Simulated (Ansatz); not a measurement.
## Electronic structure of Al15ZnO24 (cell charge −1, with a compensating background) (cell with a defect) in real space

The calculation's input:

```
crystal:
  lattice:
    - [4.7738611999, 2.7561900488, -4.3382850876]
    - [0.0, -5.5123800976, -4.3382850876]
    - [-4.7738611999, 2.7561900488, -4.3382850876]
  atoms:
    - { symbol: Zn, position: [0.858977295, 0.358977295, 0.358977295] }
    - { symbol: Al, position: [0.3521064077, 0.3519420071, 0.852845455] }
    - { symbol: Al, position: [0.352845455, 0.8521064077, 0.3519420071] }
    - { symbol: Al, position: [0.8519420071, 0.852845455, 0.8521064077] }
    - { symbol: Al, position: [0.6503983295, 0.1503983295, 0.1503983295] }
    - { symbol: Al, position: [0.1504891968, 0.1460066352, 0.6496873466] }
    - { symbol: Al, position: [0.1496873466, 0.6504891968, 0.1460066352] }
    - { symbol: Al, position: [0.6460066352, 0.6496873466, 0.6504891968] }
    - { symbol: Al, position: [0.3522050335, 0.8522050335, 0.8522050335] }
    - { symbol: Al, position: [0.8513692473, 0.8515641078, 0.3537683729] }
    - { symbol: Al, position: [0.8537683729, 0.3513692473, 0.8515641078] }
    - { symbol: Al, position: [0.3515641078, 0.3537683729, 0.3513692473] }
    - { symbol: Al, position: [0.1479454566, 0.6479454566, 0.6479454566] }
    - { symbol: Al, position: [0.6478878821, 0.6486408929, 0.1478595689] }
    - { symbol: Al, position: [0.6478595689, 0.1478878821, 0.6486408929] }
    - { symbol: Al, position: [0.1486408929, 0.1478595689, 0.1478878821] }
    - { symbol: O, position: [0.5968160401, 0.7504045683, 0.9023888498] }
    - { symbol: O, position: [0.0966103943, 0.7483426798, 0.4027159605] }
    - { symbol: O, position: [0.0984765852, 0.2502726676, 0.9042655124] }
    - { symbol: O, position: [0.5886320831, 0.2419415457, 0.4048933593] }
    - { symbol: O, position: [0.5957745173, 0.9045804656, 0.2479998796] }
    - { symbol: O, position: [0.0974415896, 0.9017203826, 0.7514865699] }
    - { symbol: O, position: [0.1107070049, 0.4039412351, 0.2404504165] }
    - { symbol: O, position: [0.596076905, 0.4030134299, 0.7473541229] }
    - { symbol: O, position: [0.4023888498, 0.0968160401, 0.7504045683] }
    - { symbol: O, position: [0.9048933593, 0.0886320831, 0.2419415457] }
    - { symbol: O, position: [0.9027159605, 0.5966103943, 0.7483426798] }
    - { symbol: O, position: [0.4042655124, 0.5984765852, 0.2502726676] }
    - { symbol: O, position: [0.2504045683, 0.9023888498, 0.0968160401] }
    - { symbol: O, position: [0.7502726676, 0.9042655124, 0.5984765852] }
    - { symbol: O, position: [0.7419415457, 0.4048933593, 0.0886320831] }
    - { symbol: O, position: [0.2483426798, 0.4027159605, 0.5966103943] }
    - { symbol: O, position: [0.7479998796, 0.0957745173, 0.9045804656] }
    - { symbol: O, position: [0.2473541229, 0.096076905, 0.4030134299] }
    - { symbol: O, position: [0.2514865699, 0.5974415896, 0.9017203826] }
    - { symbol: O, position: [0.7404504165, 0.6107070049, 0.4039412351] }
    - { symbol: O, position: [0.4045804656, 0.2479998796, 0.0957745173] }
    - { symbol: O, position: [0.9039412351, 0.2404504165, 0.6107070049] }
    - { symbol: O, position: [0.9030134299, 0.7473541229, 0.096076905] }
    - { symbol: O, position: [0.4017203826, 0.7514865699, 0.5974415896] }
  host:
    lattice:
      - [2.3869305999, 1.3780950244, 4.3382850876]
      - [-2.3869305999, 1.3780950244, 4.3382850876]
      - [0.0, -2.7561900488, 4.3382850876]
    atoms:
      - { symbol: Al, position: [0.1479209712, 0.1479209712, 0.1479209712] }
      - { symbol: Al, position: [0.3520790288, 0.3520790288, 0.3520790288] }
      - { symbol: Al, position: [0.6479209712, 0.6479209712, 0.6479209712] }
      - { symbol: Al, position: [0.8520790288, 0.8520790288, 0.8520790288] }
      - { symbol: O, position: [0.9441401448, 0.5558598552, 0.25] }
      - { symbol: O, position: [0.4441401448, 0.75, 0.0558598552] }
      - { symbol: O, position: [0.5558598552, 0.25, 0.9441401448] }
      - { symbol: O, position: [0.25, 0.9441401448, 0.5558598552] }
      - { symbol: O, position: [0.75, 0.0558598552, 0.4441401448] }
      - { symbol: O, position: [0.0558598552, 0.4441401448, 0.75] }
total_charge: -1
basis:
  ecutwfc: 420
  xc_grid: 2
kpoints:
  mp_grid: { grid: [2, 2, 2], shift: [0.5, 0.5, 0.5] }
hamiltonian:
  xc: pbesol
scf:
  occupations: { method: gaussian, width: 0.02 }
output:
  forces: true
  stress: false
  eigenvalues: true
  charged_corrections:
    defect_position: [0.85207903, 0.35207903, 0.35207903]
    epsilon: [[9.717, 0.0, 0.0], [0.0, 9.717, 0.0], [0.0, 0.0, 11.8055]]
  write_density: true
  write_potential: true
  elf: true
  volumetric_format: npy
relax:
  adjacent_minimum: "off"
  f_tol: 0.03
  max_steps: 40
```

Run with:

```sh
ansatz run input.yaml --threads 8 --pin off --max-ram 16384MiB --backend cpu --events-out ev --progress --plain --runs-dir out
```

The fields are those of the run's last geometry, not of the input's.

Level of theory: DFT PBEsol, scalar-relativistic, plane waves, PAW (Ansatz).

Core electrons are frozen (PAW), and the valence fields are smoothed inside the atomic spheres.

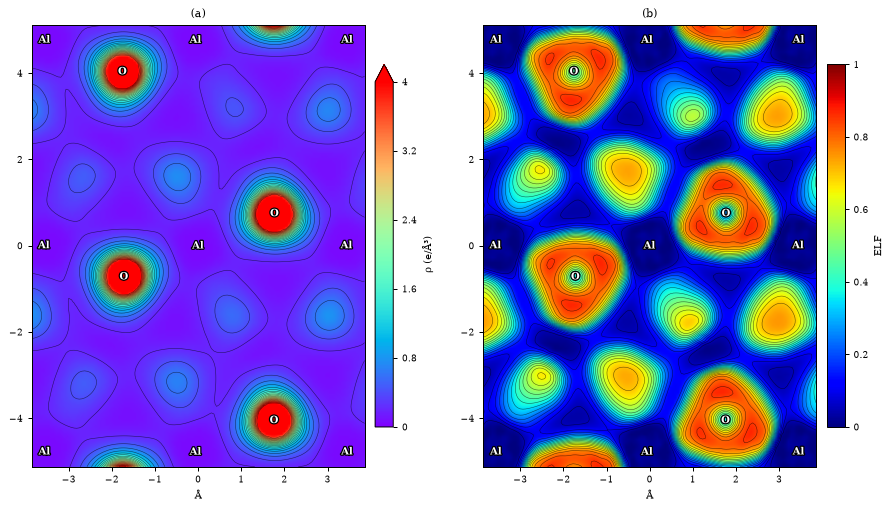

Figure 1. (a) valence electron density; (b) electron localisation function on the (101) plane of the calculation cell.

### What does the map show?

- Atoms in the plane: Al and O.
- Atoms just off the plane (Al, 0.5 Å away and O, 0.8 Å away) can leave unmarked features too.
- Al–O (1.83 Å): ρ is about 0.68 e/Å³ halfway; the ELF peaks at about 0.85 in the valence shell of O, 0.7 Å from its nucleus, and is about 0.85 at the midpoint.
- Al–O (1.87 Å): ρ at the midpoint is about 0.63 e/Å³; the ELF peaks at about 0.85 in the valence shell of O, 0.7 Å from its nucleus, and is about 0.80 at the midpoint.
- Al–O (1.93 Å): the density is about 0.56 e/Å³ at the midpoint; the ELF peaks at about 0.85 in the valence shell of O, 0.7 Å from its nucleus, and is about 0.80 at the midpoint.
- Al–O (1.97 Å): ρ is about 0.51 e/Å³ halfway; the ELF peaks at about 0.85 in the valence shell of O, 0.7 Å from its nucleus, and is about 0.75 at the midpoint.
- Between the atoms the lowest density in this plane is 0.08 e/Å³.

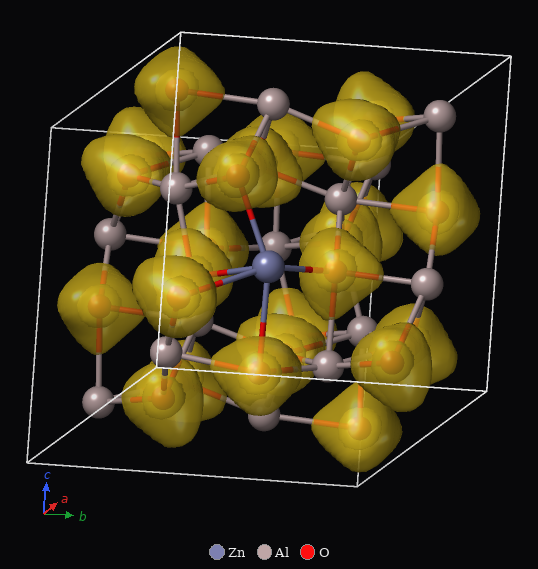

Figure 2. Isosurface of the ELF at 0.75 (yellow), seen at an oblique angle. Core shells and regions of very low density are left out. Sticks mark near contacts.

### What do the ELF domains correspond to?

The ELF exceeds this value in 24 regions on O in which the atom's valence shell and bonds are merged, counted in one cell of 40 atoms. Any copies at cell faces, edges or corners count once. Profiles from the grid: Al–O (1.81 Å): the ELF peaks at about 0.85 in the valence shell of O, 0.7 Å from its nucleus, and is about 0.80 at the midpoint. Zn–O (1.93 Å): the ELF peaks at about 0.85 in the valence shell of O, 0.6 Å from its nucleus, and is about 0.25 at the midpoint; no shared electron pair shows on this line.

### Does the calculation give a band gap?

It is gapped, with a Kohn–Sham gap of 6.4 eV on the k-point mesh, an upper bound to the gap of this method.
